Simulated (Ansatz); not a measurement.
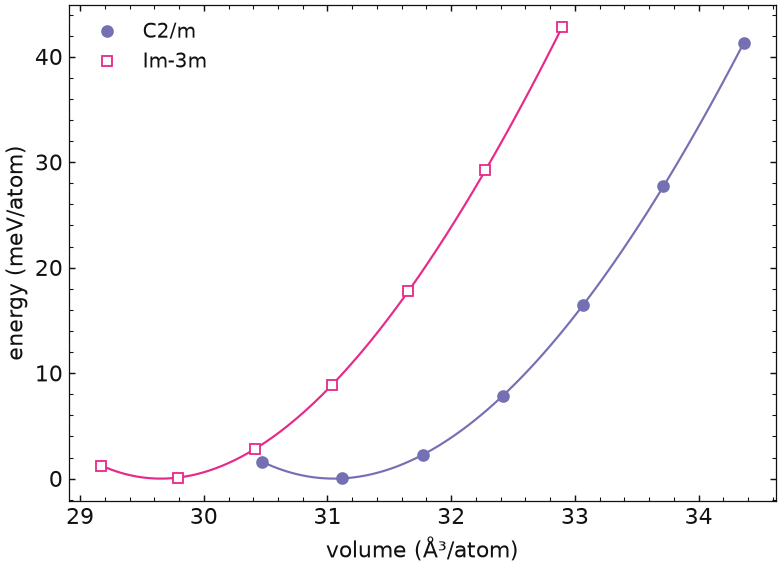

Plotted: energy against volume, with one curve for each structure, for Pb. Each energy curve has its own zero, so the curves don't rank the structures.

How it was computed, with Ansatz 0.2.0: all-electron LAPW DFT, no spin polarisation; energies at scaled volumes of the given cell, shape and fractions fixed, counted from the fit's minimum, third-order Birch-Murnaghan fit. Level: PBEsol.

- occupations: Fermi–Dirac
- smearing width: 0.05 eV
- potentials: all electron LAPW, scalar relativistic

Settings that differ: C2/m: k mesh 9×9×5; Im-3m: k mesh 9×9×9.

Order the curves by fitted equilibrium volume, smallest first.

Im-3m 29.653, C2/m 31.052 Å³/atom.

Order the curves by fitted bulk modulus, smallest first.

C2/m 45.6, Im-3m 48.9 GPa.

Limits of the calculation: spin-orbit coupling left out, heavy elements; shape and atomic fractions are frozen while scaling, which makes layered, chain and framework solids too stiff.

The computed values:

C2/m:
| volume (Å³/atom) | energy (meV/atom) |
| --- | --- |
| 30.47 | 1.60 |
| 31.12 | 0.02 |
| 31.77 | 2.26 |
| 32.42 | 7.86 |
| 33.07 | 16.46 |
| 33.71 | 27.70 |
| 34.36 | 41.28 |

Im-3m:
| volume (Å³/atom) | energy (meV/atom) |
| --- | --- |
| 29.17 | 1.24 |
| 29.79 | 0.11 |
| 30.41 | 2.80 |
| 31.03 | 8.84 |
| 31.65 | 17.78 |
| 32.27 | 29.22 |
| 32.90 | 42.79 |
